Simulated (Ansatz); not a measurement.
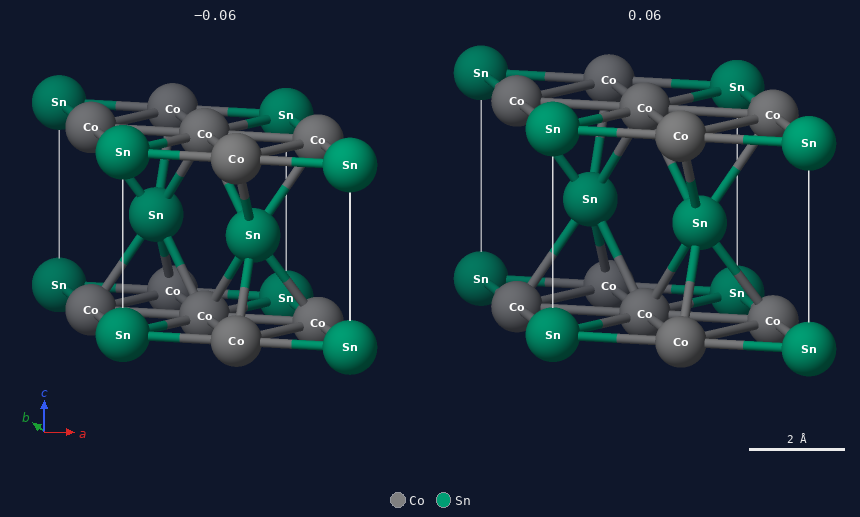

Solid CoSn (set up in P6/mmm), under equal strain along all axes (cell held, atoms fixed by symmetry), with energies (extrapolated to zero smearing) counted from the relaxed crystal, which is the row at zero. The picture shows the first and the last member. Style: ball-and-stick. Shown: the cell of the calculation, slightly off an axis.

Computed with Ansatz 0.2.0: DFT PBE, scalar-relativistic, plane waves, PAW. (plane-wave cutoff 420 eV; k-point mesh 12 × 12 × 8; occupations gaussian; smearing width 0.1 eV; no spin polarisation)

```json
{"strain": "−0.06", "energy (meV/atom)": "280.11", "a (Å)": "4.979", "c (Å)": "3.976"}
{"strain": "−0.04", "energy (meV/atom)": "114.64", "a (Å)": "5.085", "c (Å)": "4.061"}
{"strain": "−0.02", "energy (meV/atom)": "26.33", "a (Å)": "5.191", "c (Å)": "4.146"}
{"strain": "0.0", "energy (meV/atom)": "0.00", "a (Å)": "5.297", "c (Å)": "4.230"}
{"strain": "0.02", "energy (meV/atom)": "?", "a (Å)": "?", "c (Å)": "?"}
{"strain": "0.04", "energy (meV/atom)": "85.04", "a (Å)": "5.508", "c (Å)": "4.399"}
{"strain": "0.06", "energy (meV/atom)": "177.34", "a (Å)": "5.614", "c (Å)": "4.484"}
```

Q: Fill in the missing row.

A: A parabola through three neighbouring rows (0.0, 0.04, 0.06) gives, with Lagrange weights, (0.3333)(0.00) + (1.0000)(85.04) + (−0.3333)(177.34) = 25.93 meV/atom. The calculation gives 23.05 meV/atom (a = 5.403 Å, c = 4.315 Å). The estimate is 2.88 meV/atom too high. From the first member to the last: Co–Co 2.489 → 2.807 Å, Co–Sn 2.489 → 2.807 Å, Co–Sn 2.453 → 2.767 Å.

The whole series:

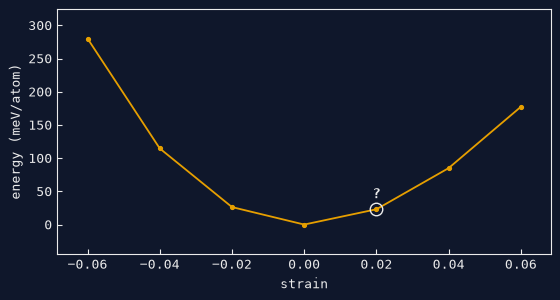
